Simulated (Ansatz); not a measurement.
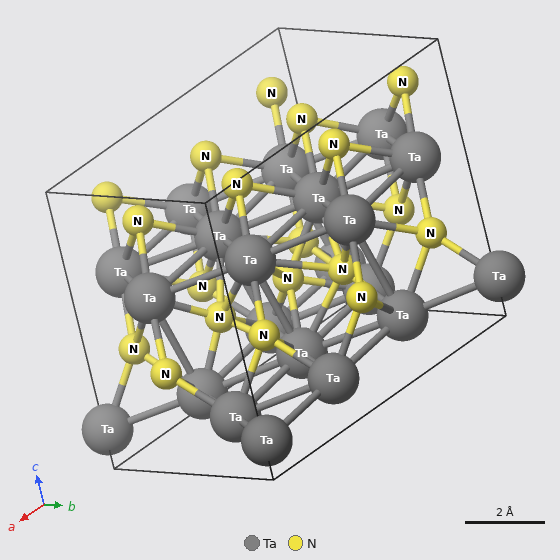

Structure drawing (ball-and-stick), viewed from a general direction. Atoms at the boundary of the supercell (the box) are drawn once for each face, edge or corner they touch. The host is TaN, in a cell of 32 sites, and the cell is neutral.

Question: How does this supercell depart from the perfect host?

Answer: An interstitial nitrogen atom. It is bonded to six Ta in a trigonal prismatic arrangement at about 2.2 Å.

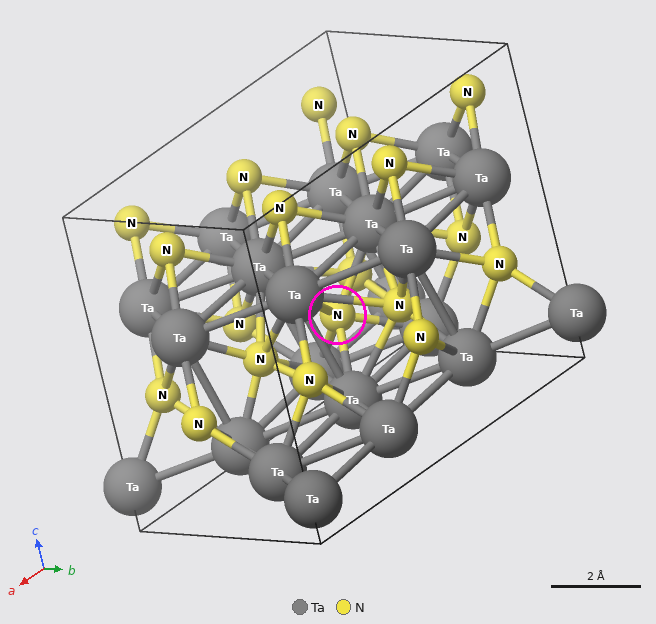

The same cell with a ring at the defect's site.

The atoms were relaxed in the host's cell with DFT PBEsol, scalar-relativistic, plane waves, PAW (Ansatz 0.2.0).
